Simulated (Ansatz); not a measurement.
Run report: ZrO2, geometry relaxation (part 2 of 2)

Continued. System: ZrO2 (P4₂/nmc, 6 atoms in the cell). Method: DFT PBE, scalar-relativistic, plane waves, PAW, no spin polarisation (Ansatz 0.2.0); cutoff 420 eV, 6×6×6 k-mesh, fixed occupations. The structure derives from an entry of the Crystallography Open Database.

Geometry of the input (Å; fractional positions):
```
3.6211  0.0000  0.0000
0.0000  3.6211  0.0000
0.0000  0.0000  5.2825
Zr 0.0000  0.0000  0.0000
Zr 0.5000  0.5000  0.5000
O  0.0000  0.5000  0.1928
O  0.0000  0.5000  0.6928
O  0.5000  0.0000  0.3072
O  0.5000  0.0000  0.8072
```

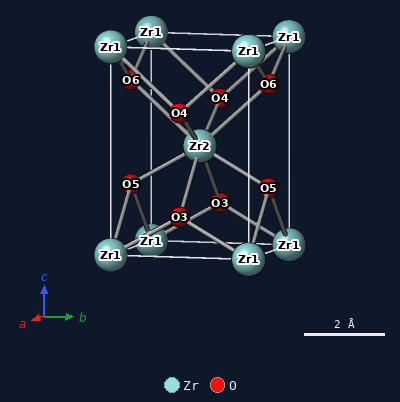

The geometry at step 3 of the log (ball-and-stick view of the cell of the calculation, seen slightly off an axis; atoms are numbered from 1 in the order of the input).

Output, continued:
```
SCF iter   1: F=—  HF=-10647.847025 eV  |F-HF|=—  |Δ(HF+E_count)|=         —  Δρ=3.84e-6  dr2=4.04e-9  ethr=2.16e-9  ⟨swp⟩=4.0  Hψ=8069  notcnv=0  defer=153
preconditioner: auto → Resta (q_TF=auto, 2.567 Å⁻¹)  ε∞=4.2  [insulator: Δε(μ)=4.056 eV  Ē_g=16.646 eV  n_scr=20 (ndim 8)  ℏωp=29.6 eV  f_vac=0.019  ε∞_Penn≈4.2]
SCF iter   2: F=—  HF=-10647.846905 eV  |F-HF|=—  |Δ(HF+E_count)|=   1.20e-4  Δρ=2.24e-6  dr2=2.14e-9  ethr=8.42e-12  ⟨swp⟩=3.0  Hψ=2450  notcnv=0  defer=153
SCF iter   3: F=—  HF=-10647.846905 eV  |F-HF|=—  |Δ(HF+E_count)|=  1.31e-10  Δρ=1.22e-6  dr2=4.30e-10  ethr=4.46e-12  ⟨swp⟩=2.1  Hψ=1478  notcnv=0  defer=153
SCF iter   4: F=—  HF=-10647.846905 eV  |F-HF|=—  |Δ(HF+E_count)|=  2.16e-10  Δρ=8.40e-7  dr2=1.83e-10  ethr=1.00e-12  ⟨swp⟩=1.0  Hψ=1120  notcnv=0  defer=153
SCF iter   5: F=—  HF=-10647.846905 eV  |F-HF|=—  |Δ(HF+E_count)|=  1.66e-10  Δρ=5.26e-7  dr2=7.71e-11  ethr=1.00e-12  ⟨swp⟩=1.0  Hψ=1120  notcnv=0  defer=153
SCF iter   6: F=—  HF=-10647.846905 eV  |F-HF|=—  |Δ(HF+E_count)|=  2.36e-11  Δρ=4.51e-7  dr2=5.59e-11  ethr=1.00e-12  ⟨swp⟩=1.0  Hψ=1120  notcnv=0  defer=153
SCF iter   7: F=—  HF=-10647.846905 eV  |F-HF|=—  |Δ(HF+E_count)|=  5.09e-11  Δρ=2.92e-7  dr2=2.35e-11  ethr=1.00e-12  ⟨swp⟩=1.0  Hψ=1120  notcnv=0  defer=153
SCF iter   8: F=—  HF=-10647.846905 eV  |F-HF|=—  |Δ(HF+E_count)|=  2.36e-11  Δρ=1.59e-7  dr2=6.96e-12  ethr=1.00e-12  ⟨swp⟩=1.0  Hψ=1120  notcnv=0  defer=153
SCF iter   9: F=-10647.846905 eV  HF=-10647.846905 eV  |F-HF|=3.64e-12  |Δ(HF+E_count)|=  7.28e-12  Δρ=7.25e-8  dr2=1.45e-12  ethr=1.00e-12  ⟨swp⟩=9.2  Hψ=5708  notcnv=0
SCF 5 converged in 9 iterations: F = -10647.846905 eV  dr2 = 1.45e-12
relax step   5: F+E_penalty+E_count = -10647.84690467 eV  Δ(F+E_penalty+E_count) = +0.000e0 eV  max|allowed force component| = 2.867e-4 eV/Å  Δτ_max = 0.0000 Å  P = -0.000 GPa  Ω = 69.268 Å³  stress off target by 2.63e-4 GPa  SCF on the basis re-selected at this cell (its energy is not comparable with the rows above)  (9 SCF iters)
basis re-selected at this cell: Δ(F+E_penalty+E_count) = +0.000e0 eV, ΔP = +0.000 GPa vs the last step (what re-selecting the basis moved, of the pressure what is left beyond the Pulay correction that the steps carried, after the strain that the cell walked since its last selection, with what the two solves' SCF thresholds leave and, on support functions, any second-order correction that the steps lacked; it is no measure of the basis error at this ecutwfc). This SCF's stress stands 2.63e-4 GPa from its target on what of the cell is left free (relax.cell.stress_tol is 1.00e-2 GPa) and its largest allowed force component is 2.87e-4 eV/Å (relax.f_tol is 1.00e-3 eV/Å): within both
SCF converged after 9 iterations
Free energy (F): -10647.846905 eV
Harris-Foulkes:  -10647.846905 eV  (|F-HF|=3.64e-12)
Internal energy: -10647.846905 eV  (E = F + TS)
E sigma→0 (E₀):  -10647.846905 eV
Fermi energy:    10.708777 eV
--- Per-component energies (eV) ---
  E_band       = -162.812376
  E_kinetic    = 1372.363286
  E_local      = -2392.165891  (includes V_loc(G=0)·N_el)
  E_nonlocal   = 343.009394
  E_hartree    = 789.081278
  E_xc         = -622.937261
  E_vxc        = -764.291579  (∫ρ·V_xc dr)
  E_paw        = -6537.663915  (= ΣΔE_a)
  E_vpaw       = -299.900201  (= ΣTr[D̂ρ^β])
  E_aug_tail   = 0.010040  (compensation charges beyond the density's cutoff)
  E_ewald      = -3599.543836
  E_smearing   = -0.000000  (= −TS)
  E_closure    = -0.000000  (closes the sum)
  Σ components = -10647.846905   (vs F -10647.846905, Δ=0.00e0)
--- Forces (eV/Å), atoms counted from 1 ---
  atom   1  Zr     0.00000000     0.00000000     0.00000000
  atom   2  Zr     0.00000000     0.00000000    -0.00000000
  atom   3  O      0.00000000     0.00000000    -0.00028665
  atom   4  O      0.00000000     0.00000000    -0.00028665
  atom   5  O      0.00000000     0.00000000     0.00028665
  atom   6  O      0.00000000     0.00000000     0.00028665
  max |Σ_I F_I| component: 6.94e-18 eV/Å
--- Stress (GPa, compression-positive) ---
        0.000120       0.000000       0.000000
        0.000000       0.000120       0.000000
        0.000000       0.000000      -0.000263
  P = ⅓ Tr σ = -0.0000 GPa (-0.000 kbar)
--- Band table (eV; the first three rows and the last of 40) ---
  k-point 0: bands = ["-36.7441", "-36.6990", "-15.2370", "-14.7508", "-14.7508", "-14.6675", "-14.6213", "-14.6213", "-6.6854", "-5.5166", "-4.9902", "-4.6860", "6.0677", "6.2432", "6.4376", "6.4376", "8.4158", "8.4158", "9.3890", "9.3890", "9.8753", "10.5618", "10.6312", "10.6312", "14.7648", "15.2883", "15.8820", "16.1510", "17.2507", "17.4632"]
  k-point 1: bands = ["-36.7411", "-36.7020", "-15.2029", "-14.7423", "-14.7423", "-14.7104", "-14.6301", "-14.6301", "-6.5794", "-5.4653", "-5.1213", "-4.7410", "6.2597", "6.4916", "6.5114", "6.5114", "8.1075", "8.1075", "9.5185", "9.6469", "9.6469", "10.1638", "10.6494", "10.6494", "14.8291", "15.3952", "15.7937", "16.1236", "17.5517", "17.8734"]
  k-point 2: bands = ["-36.7328", "-36.7103", "-15.1071", "-14.8237", "-14.7189", "-14.7189", "-14.6538", "-14.6538", "-6.2877", "-5.4548", "-5.3213", "-4.8998", "6.7258", "6.7258", "6.8240", "7.1674", "7.5973", "7.5973", "8.6646", "9.2241", "9.9895", "9.9895", "10.6862", "10.6862", "15.0109", "15.5646", "15.6628", "16.0878", "18.2565", "18.7385"]
  k-point 39: bands = ["-36.6907", "-36.6907", "-15.0955", "-15.0955", "-15.0955", "-15.0955", "-14.7789", "-14.7789", "-5.0020", "-5.0020", "-5.0020", "-5.0020", "6.6104", "6.6104", "6.9952", "6.9952", "8.9916", "8.9916", "8.9916", "8.9916", "9.2166", "9.2166", "10.6065", "10.6065", "15.8122", "15.8122", "16.4311", "16.4311", "16.9771", "16.9771"]
--- Relaxed structure (4 steps of the walk, 3 accepted, 1 SCFs on fresh bases) ---
  F+E_penalty+E_count = -10647.84690467 eV   max|allowed force component| = 2.867e-4 eV/Å   (the final SCF, on the basis selected at the relaxed cell)
  cell:  # Å, volume = 69.2677 Å³
    - [3.621034139605629, 0.0, 0.0]
    - [0.0, 3.621034139605629, 0.0]
    - [0.0, 0.0, 5.282818218006529]
  atoms:
    - { symbol: Zr, position: [-1.1632437622828456e-37, 1.2985046648738742e-38, -1.709014210301945e-36] }
    - { symbol: Zr, position: [0.5, 0.5, 0.5] }
    - { symbol: O, position: [-1.2444003038374627e-38, 0.5, 0.19277961512118283] }
    - { symbol: O, position: [8.981323932044297e-38, 0.5, 0.6927796151211829] }
    - { symbol: O, position: [0.5, -1.2985046648738742e-38, 0.3072203848788172] }
    - { symbol: O, position: [0.5, 1.2985046648738742e-38, 0.8072203848788173] }
```

Trajectory as extended XYZ (Å, eV, eV/Å), 5 frames, from step=1 to step=5:
```
6
Lattice="3.6211 0.0000 0.0000 0.0000 3.6211 0.0000 0.0000 0.0000 5.2825" Properties=species:S:1:pos:R:3:forces:R:3 step=1 energy=-10647.84692 pressure_GPa=0.01
Zr    0.0000    0.0000    0.0000    0.0000   0.0000   0.0000
Zr    1.8105    1.8105    2.6412    0.0000   0.0000   0.0000
O     0.0000    1.8105    1.0184    0.0000   0.0000   0.0000
O     0.0000    1.8105    3.6596    0.0000   0.0000   0.0000
O     1.8105    0.0000    1.6228    0.0000   0.0000   0.0000
O     1.8105    0.0000    4.2641    0.0000   0.0000   0.0000
6
Lattice="3.6209 0.0000 0.0000 0.0000 3.6209 0.0000 0.0000 0.0000 5.2831" Properties=species:S:1:pos:R:3:forces:R:3 step=2 energy=-10647.84690 pressure_GPa=-0.00 accepted=F
Zr    0.0000    0.0000    0.0000    0.0000   0.0000   0.0000
Zr    1.8105    1.8105    2.6416    0.0000   0.0000   0.0000
O     0.0000    1.8105    1.0185    0.0000   0.0000  -0.0008
O     0.0000    1.8105    3.6601    0.0000   0.0000  -0.0008
O     1.8105    0.0000    1.6230    0.0000   0.0000   0.0008
O     1.8105    0.0000    4.2646    0.0000   0.0000   0.0008
6
Lattice="3.6210 0.0000 0.0000 0.0000 3.6210 0.0000 0.0000 0.0000 5.2828" Properties=species:S:1:pos:R:3:forces:R:3 step=3 energy=-10647.84691 pressure_GPa=-0.00
Zr    0.0000    0.0000    0.0000    0.0000   0.0000   0.0000
Zr    1.8105    1.8105    2.6414    0.0000   0.0000   0.0000
O     0.0000    1.8105    1.0184    0.0000   0.0000  -0.0003
O     0.0000    1.8105    3.6598    0.0000   0.0000  -0.0003
O     1.8105    0.0000    1.6230    0.0000   0.0000   0.0003
O     1.8105    0.0000    4.2643    0.0000   0.0000   0.0003
6
Lattice="3.6210 0.0000 0.0000 0.0000 3.6210 0.0000 0.0000 0.0000 5.2828" Properties=species:S:1:pos:R:3:forces:R:3 step=4 energy=-10647.84691 pressure_GPa=-0.00
Zr    0.0000    0.0000    0.0000    0.0000   0.0000   0.0000
Zr    1.8105    1.8105    2.6414    0.0000   0.0000   0.0000
O     0.0000    1.8105    1.0184    0.0000   0.0000  -0.0003
O     0.0000    1.8105    3.6598    0.0000   0.0000  -0.0003
O     1.8105    0.0000    1.6230    0.0000   0.0000   0.0003
O     1.8105    0.0000    4.2644    0.0000   0.0000   0.0003
6
Lattice="3.6210 0.0000 0.0000 0.0000 3.6210 0.0000 0.0000 0.0000 5.2828" Properties=species:S:1:pos:R:3:forces:R:3 step=5 energy=-10647.84691 pressure_GPa=-0.00
Zr    0.0000    0.0000    0.0000    0.0000   0.0000   0.0000
Zr    1.8105    1.8105    2.6414    0.0000   0.0000   0.0000
O     0.0000    1.8105    1.0184    0.0000   0.0000  -0.0003
O     0.0000    1.8105    3.6598    0.0000   0.0000  -0.0003
O     1.8105    0.0000    1.6230    0.0000   0.0000   0.0003
O     1.8105    0.0000    4.2644    0.0000   0.0000   0.0003
```

Results in brief:

```csv
quantity,value
outcome,converged
space group (tolerance 0.01 Å),P4₂/nmc (137)
electrons treated,48
free energy,−10647.8469 eV
Fermi energy,10.709 eV
gap on the k-point mesh,4.06 eV
pressure,0.00 GPa
final volume,69.27 Å³
largest force (length of the vector) at the end,under 0.001 eV/Å
final cell,"a = 3.621 Å, b = 3.621 Å, c = 5.283 Å, α = 90.00°, β = 90.00°, γ = 90.00°"
hardware,"2 threads of Arm Neoverse V2, 24 GiB of memory available, shared host"
wall time,11 s (CPU time 22 s)
peak memory,0.38 GiB
```
